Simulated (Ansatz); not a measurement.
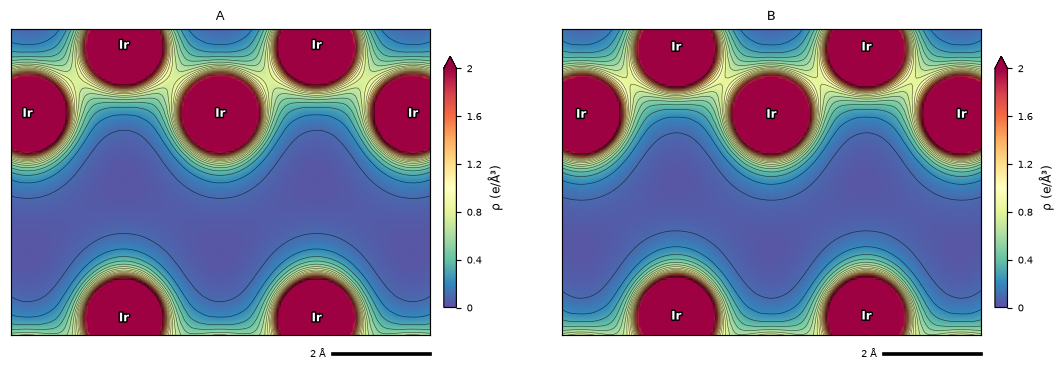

Ir. The valence electron density of two cells that differ in size, on the (11̄0) plane of each (indices in the axes of the calculation cell), at one length scale and on one colour scale: A has 22.5 Å³ an atom and B 21.6.

All numbers below come from DFT, PBE, plane waves (420 eV) with PAW, scalar-relativistic (Ansatz 0.2.0).

The density is the valence pseudo-density of a PAW calculation; it isn't the true density close to the nuclei.

Q: What changes from the larger cell to the smaller?

A: From the larger cell to the smaller, Ir–Ir goes from 2.44 to 2.41 Å, and the density at its midpoint from 0.76 to 0.81 e/Å³.
